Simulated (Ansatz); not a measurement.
**C: geometry relaxation (part 1 of 2)**

- system: C (4 atoms in the cell)
- method: DFT PBE, scalar-relativistic, plane waves, PAW, no spin polarisation (Ansatz 0.2.0)

The structure derives from an entry of the Crystallography Open Database. Figures and captions count atoms from 1; the log counts them from 0 in places.

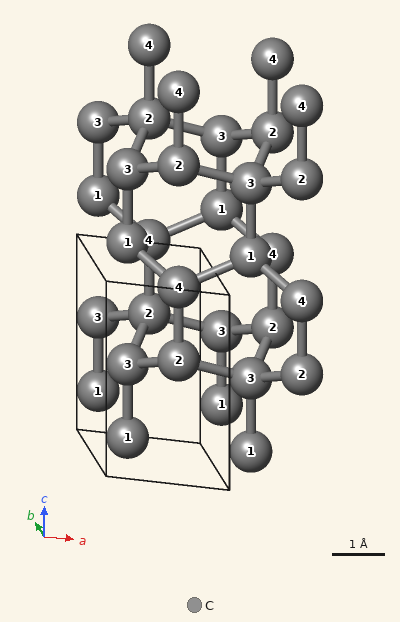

*The starting structure (ball-and-stick view of the cell of the calculation, repeated 2 × 2 × 2, seen at an oblique angle; atoms are numbered from 1 in the order of the input). An atom can appear more than once, as a periodic image.*

Key numbers:

```tsv
quantity	value
outcome	converged
space group (tolerance 0.01 Å)	P6₃/mmc (194)
electrons treated	16
free energy	−1003.1334 eV
Fermi energy	15.159 eV
gap on the k-point mesh	3.35 eV
pressure	0.00 GPa
final volume	22.84 Å³
largest force (length of the vector) at the end	under 0.001 eV/Å
final cell	a = 2.512 Å, b = 2.512 Å, c = 4.180 Å, α = 90.00°, β = 90.00°, γ = 120.00°
hardware	1 thread of Intel Xeon @ 2.50GHz (Skylake/Cascade Lake), 189 GiB of memory available, shared host
wall time	24 s
peak memory	0.33 GiB
```

The input:
```yaml
crystal:
  lattice:
    - [2.5220988435, 0.0, 0.0]
    - [-1.2610494217, 2.1842016693, 0.0]
    - [0.0, 0.0, 4.1186]
  atoms:
    - { symbol: C, position: [0.3333333333, 0.6666666667, 0.0625] }
    - { symbol: C, position: [0.6666666667, 0.3333333333, 0.5625] }
    - { symbol: C, position: [0.3333333333, 0.6666666667, 0.4375] }
    - { symbol: C, position: [0.6666666667, 0.3333333333, 0.9375] }
basis:
  ecutwfc: 420
kpoints:
  mp_grid: { grid: [12, 12, 6] }
hamiltonian:
  xc: pbe
scf:
  occupations: { method: gaussian, width: 0.02 }
output:
  forces: true
  stress: true
  eigenvalues: true
  write_density: true
  write_potential: true
  elf: true
  volumetric_format: npy
relax:
  adjacent_minimum: "off"
  f_tol: 0.005
  max_steps: 80
  cell: { stress_tol: 0.05 }
```

Command:
```bash
ansatz run input.yaml --threads 1 --pin off --max-ram 2560MiB --backend cpu --events-out ev --progress --plain --runs-dir out
```

The program's output:
```
Engine: ansatz 0.2.0, x86_64-unknown-linux-gnu
Pseudopotentials: kind: paw
Pseudopotential: C, paw, valence charge 4, recommended cutoff 420 eV (normal), C.paw.azcp
Functional definition: PBE
  parameter kappa = 0.804
  parameter beta = 0.06672455060314922
  exchange = pbe_x(kappa = kappa, mu = beta*pi^2/3)
  correlation = pbe_c(beta = beta)
Crystal: 4 atoms, lattice volume = 22.688 Å³
Basis set: ecut = 420 eV, 451 PW (Γ), exchange–correlation on 36×36×60 points (8 copies of the dense FFT grid, shifted against one another)
Bands: 12, of which v1, the nominal top of the filled ones, is band 8 counted from 1 (7 counted from 0)
Symmetry: 24 space group operations
Space group: P63/mmc (ITA 194), of the structure as read, at distance tolerance 2.8e-5 Å
k-points: 76 of 864
Non-local potential: C, projectors of the file, l = 0: 2, l = 1: 2, l = 2: 1
PAW form: soft (Blöchl's): semilocal exchange-correlation on the pseudo side does not see the compensation charge
PAW one-centre angular grid: C, 110 points (default); XC on 64 Gauss nodes
Initial density: superposition of atomic densities (neutral atoms: chi_scale 0, normalization atom), corrected by the library's trained network
Initial wavefunctions: pseudopotential atomic-orbital guess
Functional: x = pbe(κ = 0.804, μ = 0.2195149727645171), c = pbe(β = 0.06672455060314922)
SCF iter   1: F=—  HF=-1003.109972 eV  |F-HF|=—  |Δ(HF+E_count)|=         —  Δρ=3.80e-3  dr2=1.54e-3  ethr=1.77e-3  ⟨swp⟩=5.8  Hψ=5201  notcnv=0
preconditioner: auto → none  [insulator: Δε(μ)=3.394 eV  Ē_g=16.936 eV  σ=0.020 eV  W_gap=1.00  n_scr=2 (ndim 8)  ℏωp=31.2 eV  f_vac=0.000  D(μ)=0.00/eV (n_scr^D=0)  ε∞_Penn≈4.4]
SCF iter   2: F=—  HF=-1003.109551 eV  |F-HF|=—  |Δ(HF+E_count)|=   4.21e-4  Δρ=1.66e-3  dr2=2.34e-4  ethr=9.63e-6  ⟨swp⟩=2.4  Hψ=2089  notcnv=0
SCF iter   3: F=—  HF=-1003.109622 eV  |F-HF|=—  |Δ(HF+E_count)|=   7.09e-5  Δρ=2.53e-4  dr2=3.54e-6  ethr=1.46e-6  ⟨swp⟩=2.5  Hψ=1497  notcnv=0
SCF iter   4: F=—  HF=-1003.109622 eV  |F-HF|=—  |Δ(HF+E_count)|=   5.50e-7  Δρ=2.10e-5  dr2=8.41e-8  ethr=2.21e-8  ⟨swp⟩=2.6  Hψ=1541  notcnv=0
iter 5 did not close the SCF: its close was put off for the readings that it lacked (scf_convergence_deferred on its scf_iter line)
SCF iter   5: F=-1003.109622 eV  HF=-1003.109622 eV  |F-HF|=3.62e-10  |Δ(HF+E_count)|=   1.70e-8  Δρ=5.22e-6  dr2=3.71e-9  ethr=5.26e-10  ⟨swp⟩=2.3  Hψ=1544  notcnv=0
SCF iter   6: F=-1003.109622 eV  HF=-1003.109622 eV  |F-HF|=2.03e-11  |Δ(HF+E_count)|=  7.69e-10  Δρ=3.28e-7  dr2=8.93e-12  ethr=2.32e-11  ⟨swp⟩=4.7  Hψ=4691  notcnv=0
SCF 1 converged in 6 iterations: F = -1003.109622 eV  dr2 = 8.93e-12
  greatest PAW one-centre occupation: 0.645 electrons in one spin orbital (limit 2), on the C atom at site 3 (counted from 0), in its partial waves of l = 0
relax step   1: F+E_penalty+E_count = -1003.10962248 eV  Δ(F+E_penalty+E_count) = +0.000e0 eV  max|allowed force component| = 4.229e-2 eV/Å  Δτ_max = 0.0000 Å  P = +3.181 GPa  Ω = 22.688 Å³  (6 SCF iters, accepted)
Crystal: 4 atoms, lattice volume = 22.774 Å³
Basis set: ecut = 420 eV, 429 PW (Γ), exchange–correlation on 36×36×60 points (8 copies of the dense FFT grid, shifted against one another)
Initial density: handed on by an earlier stage of this run
Initial wavefunctions: those handed on with the density
iter 1 solved again at ethr=1.04e-5 eV; its pass at ethr=3.10e-3 eV (dr2=1.67e-3 eV) is discarded
SCF iter   1: F=—  HF=-1003.124039 eV  |F-HF|=—  |Δ(HF+E_count)|=         —  Δρ=4.34e-3  dr2=1.57e-3  ethr=1.04e-5  ⟨swp⟩=1.9  Hψ=7555  notcnv=0
preconditioner: auto → none  [insulator: Δε(μ)=3.060 eV  Ē_g=16.899 eV  σ=0.020 eV  W_gap=1.00  n_scr=2 (ndim 8)  ℏωp=31.1 eV  f_vac=0.000  D(μ)=0.00/eV (n_scr^D=0)  ε∞_Penn≈4.4]
SCF iter   2: F=—  HF=-1003.123823 eV  |F-HF|=—  |Δ(HF+E_count)|=   2.16e-4  Δρ=2.00e-3  dr2=2.62e-4  ethr=9.80e-6  ⟨swp⟩=2.0  Hψ=1353  notcnv=0
SCF iter   3: F=—  HF=-1003.123858 eV  |F-HF|=—  |Δ(HF+E_count)|=   3.48e-5  Δρ=2.12e-4  dr2=1.98e-6  ethr=1.63e-6  ⟨swp⟩=2.6  Hψ=1565  notcnv=0
SCF iter   4: F=-1003.123860 eV  HF=-1003.123860 eV  |F-HF|=6.77e-9  |Δ(HF+E_count)|=   2.17e-6  Δρ=9.53e-6  dr2=8.07e-9  ethr=2.50e-9  ⟨swp⟩=9.6  Hψ=6576  notcnv=0
SCF 2 converged in 4 iterations: F = -1003.123860 eV  dr2 = 8.07e-9
  greatest PAW one-centre occupation: 0.644 electrons in one spin orbital (limit 2), on the C atom at site 3 (counted from 0), in its partial waves of l = 0
relax step   2: F+E_penalty+E_count = -1003.12386025 eV  Δ(F+E_penalty+E_count) = -1.424e-2 eV  max|allowed force component| = 4.763e-1 eV/Å  Δτ_max = 0.0076 Å  P = +0.903 GPa  Ω = 22.774 Å³  energy of the carried Pulay correction = -5.622e-4 eV  (4 SCF iters, dr2 threshold 4.00e-7 eV, accepted)
Crystal: 4 atoms, lattice volume = 22.783 Å³
Basis set: ecut = 420 eV, 427 PW (Γ), exchange–correlation on 36×36×60 points (8 copies of the dense FFT grid, shifted against one another)
iter 1 solved again at ethr=3.41e-7 eV; its pass at ethr=3.10e-3 eV (dr2=5.46e-5 eV) is discarded
SCF iter   1: F=—  HF=-1003.130635 eV  |F-HF|=—  |Δ(HF+E_count)|=         —  Δρ=1.18e-3  dr2=7.28e-5  ethr=3.41e-7  ⟨swp⟩=2.3  Hψ=7319  notcnv=0
preconditioner: auto → none  [insulator: Δε(μ)=3.218 eV  Ē_g=16.896 eV  σ=0.020 eV  W_gap=1.00  n_scr=2 (ndim 8)  ℏωp=31.1 eV  f_vac=0.000  D(μ)=0.00/eV (n_scr^D=0)  ε∞_Penn≈4.4]
SCF iter   2: F=—  HF=-1003.130648 eV  |F-HF|=—  |Δ(HF+E_count)|=   1.25e-5  Δρ=5.79e-4  dr2=1.50e-5  ethr=3.41e-7  ⟨swp⟩=1.9  Hψ=1371  notcnv=0
SCF iter   3: F=-1003.130656 eV  HF=-1003.130655 eV  |F-HF|=7.54e-8  |Δ(HF+E_count)|=   7.45e-6  Δρ=3.66e-5  dr2=6.43e-8  ethr=2.50e-9  ⟨swp⟩=7.1  Hψ=5943  notcnv=0
SCF 3 converged in 3 iterations: F = -1003.130656 eV  dr2 = 6.43e-8
relax step   3: F+E_penalty+E_count = -1003.13065551 eV  Δ(F+E_penalty+E_count) = -6.795e-3 eV  max|allowed force component| = 2.192e-1 eV/Å  Δτ_max = 0.0036 Å  P = +0.903 GPa  Ω = 22.783 Å³  energy of the carried Pulay correction = -6.201e-4 eV  (3 SCF iters, dr2 threshold 4.00e-7 eV, accepted)
Crystal: 4 atoms, lattice volume = 22.833 Å³
iter 1 solved again at ethr=1.88e-6 eV; its pass at ethr=3.10e-3 eV (dr2=3.01e-4 eV) is discarded
SCF iter   1: F=—  HF=-1003.132139 eV  |F-HF|=—  |Δ(HF+E_count)|=         —  Δρ=1.59e-3  dr2=3.13e-4  ethr=1.88e-6  ⟨swp⟩=2.3  Hψ=6806  notcnv=0
preconditioner: auto → none  [insulator: Δε(μ)=3.361 eV  Ē_g=16.870 eV  σ=0.020 eV  W_gap=1.00  n_scr=2 (ndim 8)  ℏωp=31.1 eV  f_vac=0.000  D(μ)=0.00/eV (n_scr^D=0)  ε∞_Penn≈4.4]
SCF iter   2: F=—  HF=-1003.132043 eV  |F-HF|=—  |Δ(HF+E_count)|=   9.60e-5  Δρ=6.43e-4  dr2=4.35e-5  ethr=1.88e-6  ⟨swp⟩=2.1  Hψ=1407  notcnv=0
SCF iter   3: F=-1003.132035 eV  HF=-1003.132034 eV  |F-HF|=1.69e-7  |Δ(HF+E_count)|=   8.16e-6  Δρ=7.23e-5  dr2=3.97e-7  ethr=2.50e-9  ⟨swp⟩=8.0  Hψ=7118  notcnv=0
SCF 4 converged in 3 iterations: F = -1003.132035 eV  dr2 = 3.97e-7
relax step   4: F+E_penalty+E_count = -1003.13203458 eV  Δ(F+E_penalty+E_count) = -1.379e-3 eV  max|allowed force component| = 6.783e-4 eV/Å  Δτ_max = 0.0030 Å  P = -0.012 GPa  Ω = 22.833 Å³  energy of the carried Pulay correction = -9.449e-4 eV  (3 SCF iters, dr2 threshold 4.00e-7 eV, accepted)
Initial wavefunctions: pseudopotential atomic-orbital guess (no wavefunctions were taken with the density)
iter 1 solved again at ethr=2.44e-8 eV; its pass at ethr=3.10e-3 eV (dr2=3.91e-6 eV) is discarded
SCF iter   1: F=—  HF=-1003.133391 eV  |F-HF|=—  |Δ(HF+E_count)|=         —  Δρ=1.73e-4  dr2=1.18e-6  ethr=2.44e-8  ⟨swp⟩=3.3  Hψ=8037  notcnv=0
preconditioner: auto → none  [insulator: Δε(μ)=3.352 eV  Ē_g=16.870 eV  σ=0.020 eV  W_gap=1.00  n_scr=2 (ndim 8)  ℏωp=31.1 eV  f_vac=0.000  D(μ)=0.00/eV (n_scr^D=0)  ε∞_Penn≈4.4]
SCF iter   2: F=—  HF=-1003.133390 eV  |F-HF|=—  |Δ(HF+E_count)|=   3.46e-7  Δρ=8.69e-5  dr2=2.92e-7  ethr=7.40e-9  ⟨swp⟩=1.0  Hψ=917  notcnv=0
SCF iter   3: F=—  HF=-1003.133391 eV  |F-HF|=—  |Δ(HF+E_count)|=   3.87e-7  Δρ=1.95e-6  dr2=1.68e-10  ethr=1.83e-9  ⟨swp⟩=2.1  Hψ=1469  notcnv=0
SCF iter   4: F=-1003.133391 eV  HF=-1003.133391 eV  |F-HF|=4.09e-12  |Δ(HF+E_count)|=  2.10e-10  Δρ=2.47e-7  dr2=2.86e-12  ethr=1.00e-12  ⟨swp⟩=6.3  Hψ=4024  notcnv=0
SCF 5 converged in 4 iterations: F = -1003.133391 eV  dr2 = 2.86e-12
relax step   5: F+E_penalty+E_count = -1003.13339083 eV  Δ(F+E_penalty+E_count) = -1.356e-3 eV  max|allowed force component| = 3.674e-3 eV/Å  Δτ_max = 0.0000 Å  P = +0.073 GPa  Ω = 22.833 Å³  stress off target by 3.25e-1 GPa  SCF on the basis re-selected at this cell (its energy is not comparable with the rows above)  (4 SCF iters)
basis re-selected at this cell: Δ(F+E_penalty+E_count) = -1.356e-3 eV, ΔP = +0.085 GPa vs the last step (what re-selecting the basis moved, of the pressure what is left beyond the Pulay correction that the steps carried, after the strain that the cell walked since its last selection, with what the two solves' SCF thresholds leave and, on support functions, any second-order correction that the steps lacked; it is no measure of the basis error at this ecutwfc). This SCF's stress stands 3.25e-1 GPa from its target on what of the cell is left free (relax.cell.stress_tol is 5.00e-2 GPa) and its largest allowed force component is 3.67e-3 eV/Å (relax.f_tol is 5.00e-3 eV/Å): not within both, so this SCF does not close the relaxation
Crystal: 4 atoms, lattice volume = 22.837 Å³
iter 1 solved again at ethr=6.63e-9 eV; its pass at ethr=3.10e-3 eV (dr2=1.06e-6 eV) is discarded
SCF iter   1: F=—  HF=-1003.133371 eV  |F-HF|=—  |Δ(HF+E_count)|=         —  Δρ=9.41e-5  dr2=1.14e-6  ethr=6.63e-9  ⟨swp⟩=2.2  Hψ=6803  notcnv=0
preconditioner: auto → none  [insulator: Δε(μ)=3.354 eV  Ē_g=16.868 eV  σ=0.020 eV  W_gap=1.00  n_scr=2 (ndim 8)  ℏωp=31.1 eV  f_vac=0.000  D(μ)=0.00/eV (n_scr^D=0)  ε∞_Penn≈4.4]
SCF iter   2: F=-1003.133370 eV  HF=-1003.133370 eV  |F-HF|=4.43e-8  |Δ(HF+E_count)|=   9.10e-7  Δρ=3.85e-5  dr2=1.60e-7  ethr=1.65e-9  ⟨swp⟩=6.0  Hψ=5367  notcnv=0
SCF 6 converged in 2 iterations: F = -1003.133370 eV  dr2 = 1.60e-7
relax step   6: F+E_penalty+E_count = -1003.13336982 eV  Δ(F+E_penalty+E_count) = +2.102e-5 eV  max|allowed force component| = 3.872e-4 eV/Å  Δτ_max = 0.0000 Å  P = -0.000 GPa  Ω = 22.837 Å³  energy of the carried Pulay correction = -2.751e-5 eV  (2 SCF iters, dr2 threshold 2.64e-7 eV, accepted)
iter 1 solved again at ethr=1.95e-8 eV; its pass at ethr=3.10e-3 eV (dr2=3.12e-6 eV) is discarded
SCF iter   1: F=—  HF=-1003.133416 eV  |F-HF|=—  |Δ(HF+E_count)|=         —  Δρ=3.92e-5  dr2=1.63e-7  ethr=1.95e-8  ⟨swp⟩=3.4  Hψ=8049  notcnv=0
SCF iter   2: F=—  HF=-1003.133415 eV  |F-HF|=—  |Δ(HF+E_count)|=   9.33e-7  Δρ=1.73e-5  dr2=2.65e-8  ethr=1.02e-9  ⟨swp⟩=2.1  Hψ=1445  notcnv=0
SCF iter   3: F=—  HF=-1003.133415 eV  |F-HF|=—  |Δ(HF+E_count)|=  3.20e-10  Δρ=1.89e-6  dr2=2.36e-10  ethr=1.65e-10  ⟨swp⟩=2.2  Hψ=1538  notcnv=0
SCF iter   4: F=-1003.133415 eV  HF=-1003.133415 eV  |F-HF|=1.25e-12  |Δ(HF+E_count)|=  1.69e-10  Δρ=9.80e-8  dr2=7.71e-13  ethr=1.00e-12  ⟨swp⟩=5.7  Hψ=3808  notcnv=0
SCF 7 converged in 4 iterations: F = -1003.133415 eV  dr2 = 7.71e-13
relax step   7: F+E_penalty+E_count = -1003.13341519 eV  Δ(F+E_penalty+E_count) = -4.538e-5 eV  max|allowed force component| = 2.540e-4 eV/Å  Δτ_max = 0.0000 Å  P = -0.001 GPa  Ω = 22.837 Å³  stress off target by 5.97e-3 GPa  SCF on the basis re-selected at this cell (its energy is not comparable with the rows above)  (4 SCF iters)
```

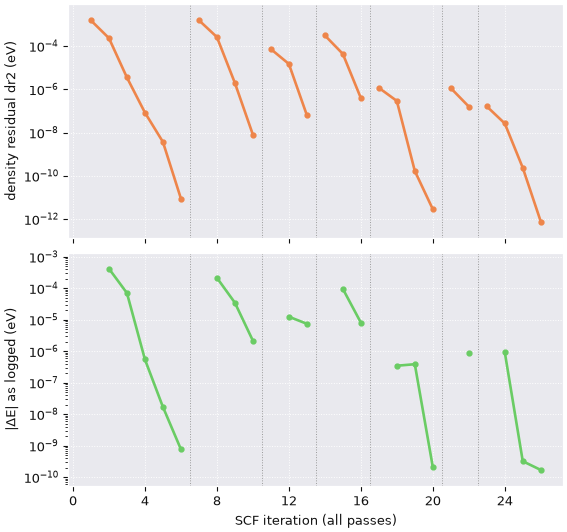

*Convergence of the self-consistent field: density residual dr2 and size of the energy change against the SCF iteration. The dotted lines part the SCF passes of the relaxation: geometry steps, rejected trials and re-solves on a re-selected basis.*

The 7 passes take 2 to 6 iterations each, 26 in all.
